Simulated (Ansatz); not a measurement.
**Single-point calculation, with input and output: AlGa₃N₄**

AlGa₃N₄ (Pm, 8 atoms in the cell), computed with DFT PBEsol, scalar-relativistic, plane waves, PAW, no spin polarisation (Ansatz 0.2.0).

The structure derives from a Materials Project entry. Figures and captions count atoms from 1; the log counts them from 0 in places.

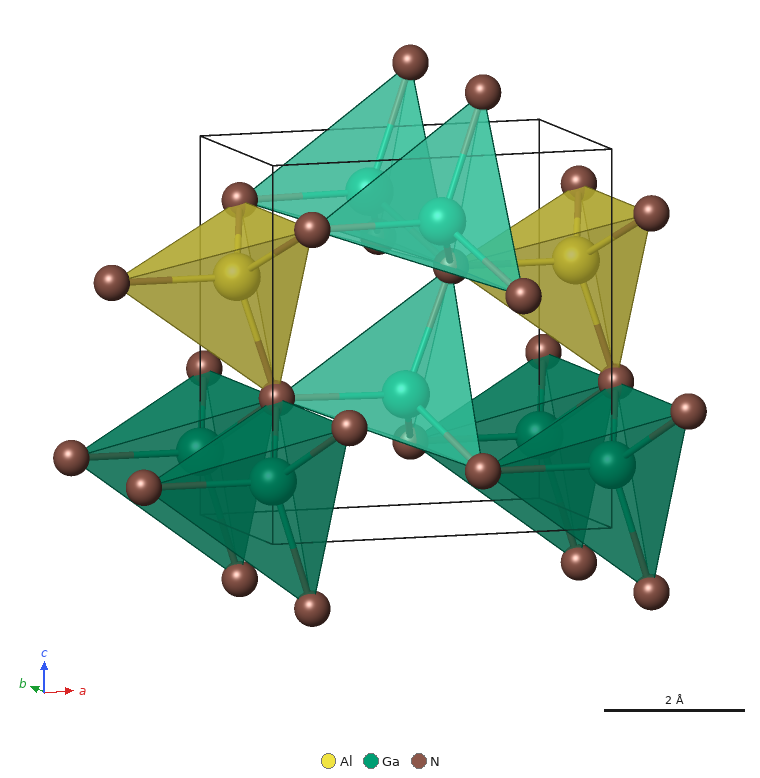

Figure 1. The input geometry (polyhedral view of the cell of the calculation, seen slightly off an axis; polyhedra are completed across the faces of the cell).

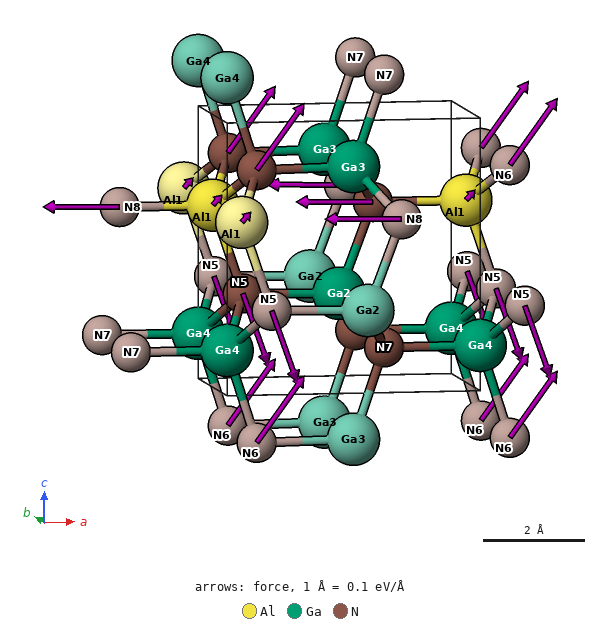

Figure 2. Forces on the atoms as pink arrows (ball-and-stick view of the cell of the calculation, seen slightly off an axis; neighbours outside the cell are drawn fainter; atoms are numbered from 1 in the order of the input); the smallest are left out. The largest act on N6 (0.17 eV/Å); N5, N8 (0.16 eV/Å). The geometry is not a stationary point of this energy.

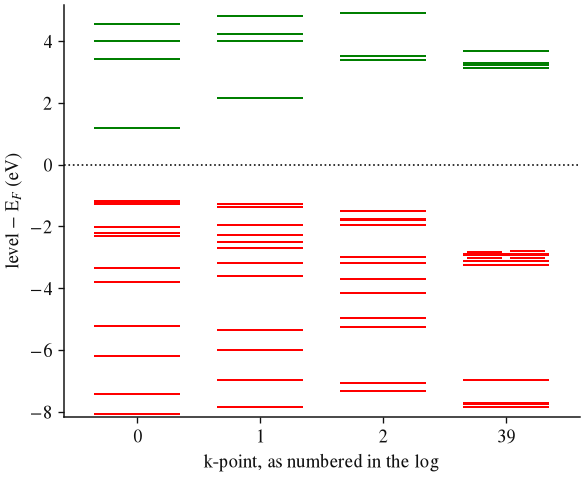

Figure 3. Kohn–Sham levels near the Fermi level (dotted) at the few k-points that the log prints; levels within 0.02 eV of each other stand side by side. Among these points the highest filled and lowest empty levels are 2.34 eV apart, which is the gap on the mesh.

These pictures come from the run below.

Input file:
```yaml
crystal:
  lattice:
    - [5.1455897724, 0.0, 0.0]
    - [0.0, 3.16707762, 0.0]
    - [-0.0037175149, 0.0, 5.4836534091]
  atoms:
    - { symbol: Al, position: [0.00050108, 0.5, 0.6673044] }
    - { symbol: Ga, position: [0.49913931, 0.5, 0.33514653] }
    - { symbol: Ga, position: [0.49913488, 0.0, 0.83132616] }
    - { symbol: Ga, position: [0.99990822, 0.0, 0.16624089] }
    - { symbol: "N", position: [0.11923844, 0.5, 0.34129715] }
    - { symbol: "N", position: [0.11682905, 0.0, 0.82526452] }
    - { symbol: "N", position: [0.62024701, 0.0, 0.16615093] }
    - { symbol: "N", position: [0.63260202, 0.5, 0.66727042] }
basis:
  ecutwfc: 420
kpoints:
  mp_grid: { grid: [4, 6, 4] }
hamiltonian:
  xc: pbesol
scf:
  occupations: { method: gaussian, width: 0.1 }
output:
  forces: true
  stress: true
  eigenvalues: true
```

Launched with:
```bash
ansatz run input.yaml --threads 2 --pin off --max-ram 5120MiB --backend cpu --events-out ev --progress --plain --runs-dir out
```

Log:
```
Engine: ansatz 0.2.0, x86_64-unknown-linux-gnu
Pseudopotentials: kind: paw
Pseudopotential: Al, paw, valence charge 3, recommended cutoff 420 eV (normal), Al.paw.azcp
Pseudopotential: Ga, paw, valence charge 13, recommended cutoff 420 eV (normal), Ga.paw.azcp
Pseudopotential: N, paw, valence charge 5, recommended cutoff 420 eV (normal), N.paw.azcp
Functional definition: PBEsol
  exchange = pbesol_x
  correlation = pbesol_c
Crystal: 8 atoms, lattice volume = 89.364 Å³
Basis set: ecut = 420 eV, 1757 PW (Γ), exchange–correlation on 72×48×80 points (8 copies of the dense FFT grid, shifted against one another)
Bands: 39, of which v1, the nominal top of the filled ones, is band 31 counted from 1 (30 counted from 0)
Symmetry: 2 space group operations
Space group: Pm (ITA 6), of the structure as read, at distance tolerance 4.5e-5 Å
k-points: 40 of 96 (time reversal used)
Non-local potential: Al, projectors of the file, l = 0: 2, l = 1: 2, l = 2: 1
Non-local potential: Ga, projectors of the file, l = 0: 2, l = 1: 2, l = 2: 3, l = 3: 1
Non-local potential: N, projectors of the file, l = 0: 2, l = 1: 2, l = 2: 1
PAW form: soft (Blöchl's): semilocal exchange-correlation on the pseudo side does not see the compensation charge
PAW frozen core: Al, regenerated for the run's functional, and the local potential with it (the file was generated under x = pbe(κ = 0.804, μ = 0.2195149727645171), c = pbe(β = 0.06672455060314922))
PAW frozen core: Ga, regenerated for the run's functional, and the local potential with it (the file was generated under x = pbe(κ = 0.804, μ = 0.2195149727645171), c = pbe(β = 0.06672455060314922))
PAW frozen core: N, regenerated for the run's functional, and the local potential with it (the file was generated under x = pbe(κ = 0.804, μ = 0.2195149727645171), c = pbe(β = 0.06672455060314922))
PAW one-centre angular grid: Al, 110 points (default); XC on 64 Gauss nodes
PAW one-centre angular grid: Ga, 590 points (default); XC on 64 Gauss nodes
PAW one-centre angular grid: N, 110 points (default); XC on 64 Gauss nodes
Initial density: superposition of atomic densities (neutral atoms: chi_scale 0, normalization atom), corrected by the library's trained network
Initial wavefunctions: pseudopotential atomic-orbital guess
Functional: x = pbesol(κ = 0.804, μ = 0.12345679012345678), c = pbesol(β = 0.046)
SCF iter   1: F=—  HF=-13274.502108 eV  |F-HF|=—  |Δ(HF+E_count)|=         —  Δρ=1.22e-2  dr2=1.33e-1  ethr=1.77e-3  ⟨swp⟩=6.0  Hψ=6201  notcnv=0  defer=1
preconditioner: auto → Resta (q_TF=auto, 2.567 Å⁻¹)  ε∞=4.7  [insulator: Δε(μ)=2.259 eV  Ē_g=16.089 eV  σ=0.100 eV  W_gap=1.00  n_scr=22 (ndim 8)  ℏωp=30.9 eV  f_vac=0.000  D(μ)=0.00/eV (n_scr^D=0)  ε∞_Penn≈4.7]
SCF iter   2: F=—  HF=-13274.464354 eV  |F-HF|=—  |Δ(HF+E_count)|=   3.78e-2  Δρ=1.87e-3  dr2=3.34e-3  ethr=2.15e-4  ⟨swp⟩=2.0  Hψ=2378  notcnv=0  defer=113
SCF iter   3: F=—  HF=-13274.463838 eV  |F-HF|=—  |Δ(HF+E_count)|=   5.16e-4  Δρ=9.07e-4  dr2=7.44e-4  ethr=5.38e-6  ⟨swp⟩=2.9  Hψ=2608  notcnv=0  defer=76
automatic band count: iteration 3 solves 38 bands in place of 39: the levels show a gap, and the empty bands left out lie too high to hold charge; the band table lists the bands solved (type scf.n_extra_bands for more)
SCF iter   4: F=—  HF=-13274.463775 eV  |F-HF|=—  |Δ(HF+E_count)|=   6.28e-5  Δρ=2.55e-4  dr2=5.36e-5  ethr=1.20e-6  ⟨swp⟩=3.0  Hψ=2848  notcnv=0  defer=76
SCF iter   5: F=—  HF=-13274.463740 eV  |F-HF|=—  |Δ(HF+E_count)|=   3.50e-5  Δρ=1.14e-4  dr2=9.50e-6  ethr=8.65e-8  ⟨swp⟩=2.0  Hψ=2672  notcnv=0  defer=76
SCF iter   6: F=—  HF=-13274.463743 eV  |F-HF|=—  |Δ(HF+E_count)|=   2.18e-6  Δρ=3.89e-5  dr2=1.56e-6  ethr=1.53e-8  ⟨swp⟩=2.1  Hψ=2627  notcnv=0  defer=76
SCF iter   7: F=-13274.463742 eV  HF=-13274.463742 eV  |F-HF|=3.69e-9  |Δ(HF+E_count)|=   2.87e-7  Δρ=9.98e-6  dr2=8.43e-8  ethr=1.61e-10  ⟨swp⟩=7.1  Hψ=7161  notcnv=0
SCF 1 converged in 7 iterations: F = -13274.463742 eV  dr2 = 8.43e-8
  greatest PAW one-centre occupation: 0.995 electrons in one spin orbital (limit 2), on the Ga atom at site 3 (counted from 0), in its partial waves of l = 2
SCF converged after 7 iterations
Free energy (F): -13274.463742 eV
Harris-Foulkes:  -13274.463742 eV  (|F-HF|=3.69e-9)
Internal energy: -13274.463742 eV  (E = F + TS)
E sigma→0 (E₀):  -13274.463742 eV
Fermi energy:    10.154733 eV
--- Per-component energies (eV) ---
  E_band       = -20.395046
  E_kinetic    = 898.562375
  E_local      = -6607.445890  (includes V_loc(G=0)·N_el)
  E_nonlocal   = 1482.333129
  E_hartree    = 3025.115963
  E_xc         = -483.600447
  E_vxc        = -508.862498  (∫ρ·V_xc dr)
  E_paw        = -6805.981695  (= ΣΔE_a)
  E_vpaw       = -1335.203868  (= ΣTr[D̂ρ^β])
  E_aug_tail   = 0.000100  (compensation charges beyond the density's cutoff)
  E_ewald      = -4786.167745
  E_core_change = 2.720468  (= ΣΔE_core)
  E_smearing   = -0.000000  (= −TS)
  E_closure    = 0.000000  (closes the sum)
  Σ components = -13274.463742   (vs F -13274.463742, Δ=0.00e0)
--- Forces (eV/Å), atoms counted from 1 ---
  atom   1  Al     0.02021169     0.00000000     0.02169519
  atom   2  Ga    -0.00364574     0.00000000     0.00852984
  atom   3  Ga    -0.00684138     0.00000000    -0.00787798
  atom   4  Ga     0.00213338     0.00000000    -0.00998490
  atom   5  N      0.05255624     0.00000000    -0.14664261
  atom   6  N      0.09785603     0.00000000     0.13410159
  atom   7  N     -0.00437364     0.00000000    -0.00316397
  atom   8  N     -0.15788473     0.00000000     0.00334041
  max |Σ_I F_I| component: 1.18e-5 eV/Å
--- Stress (GPa, compression-positive) ---
       -0.395655       0.000000      -0.023092
        0.000000      -0.407236       0.000000
       -0.023066       0.000000      -0.520636
  P = ⅓ Tr σ = -0.4412 GPa (-4.412 kbar)
--- Band table (eV; the first three rows and the last of 40) ---
  k-point 0: bands = ["-6.8087", "-5.8974", "-5.6870", "-5.4242", "-4.3273", "-4.3268", "-4.3121", "-4.2677", "-4.2257", "-4.1775", "-4.1695", "-4.1320", "-4.0783", "-4.0273", "-4.0230", "-3.9714", "-3.1246", "-2.9935", "-2.4418", "2.0691", "2.7243", "3.9738", "4.9354", "6.3699", "6.8094", "7.8584", "7.9474", "8.1391", "8.8939", "8.9525", "8.9843", "11.3252", "13.5743", "14.1509", "14.6953", "15.3646", "17.9648", "18.5356"]
  k-point 1: bands = ["-6.6500", "-5.9583", "-5.6970", "-5.4445", "-4.3248", "-4.3116", "-4.2786", "-4.2558", "-4.2193", "-4.1807", "-4.1771", "-4.1320", "-4.0861", "-4.0488", "-4.0346", "-3.9792", "-3.6033", "-2.8852", "-2.3619", "2.3078", "3.1926", "4.1462", "4.8070", "6.5608", "6.9587", "7.4534", "7.6494", "7.8764", "8.1863", "8.7769", "8.8643", "12.2982", "14.1590", "14.3997", "14.9610", "15.5853", "17.5374", "18.0833"]
  k-point 2: bands = ["-6.3296", "-6.1982", "-5.6943", "-5.4641", "-4.3187", "-4.3004", "-4.2296", "-4.2240", "-4.1957", "-4.1876", "-4.1540", "-4.1321", "-4.0988", "-4.0532", "-4.0488", "-4.0253", "-3.9836", "-2.7379", "-2.4657", "2.8344", "3.0894", "4.8955", "5.1822", "5.9932", "6.4534", "6.9804", "7.1642", "8.2087", "8.3770", "8.3994", "8.6498", "13.5300", "13.6854", "15.0732", "15.3975", "16.3570", "16.7172", "17.3363"]
  k-point 39: bands = ["-5.8485", "-5.6800", "-5.5910", "-5.2061", "-4.3104", "-4.2814", "-4.2066", "-4.2011", "-4.1638", "-4.1535", "-4.1174", "-4.0770", "-4.0654", "-3.9930", "-3.9808", "-3.2372", "-2.7867", "-2.6991", "-2.5860", "2.2919", "2.4132", "2.4511", "3.1715", "6.9054", "7.0305", "7.1350", "7.1471", "7.2158", "7.2617", "7.3403", "7.3486", "13.2976", "13.3695", "13.4349", "13.8431", "16.1117", "16.7981", "16.9933"]
```

Key numbers:

| quantity | value |
| --- | --- |
| outcome | converged |
| space group (tolerance 0.01 Å) | Pm (6) |
| electrons treated | 62 |
| free energy | −13274.4637 eV |
| Fermi energy | 10.155 eV |
| gap on the k-point mesh | 2.34 eV |
| pressure | −0.44 GPa |
| largest force (length of the vector) | 0.166 eV/Å |
| hardware | 2 threads of AMD EPYC (Zen 3), 64 GiB of memory available, shared host |
| wall time | 5.1 s (CPU time 8.8 s) |
| peak memory | 0.45 GiB |
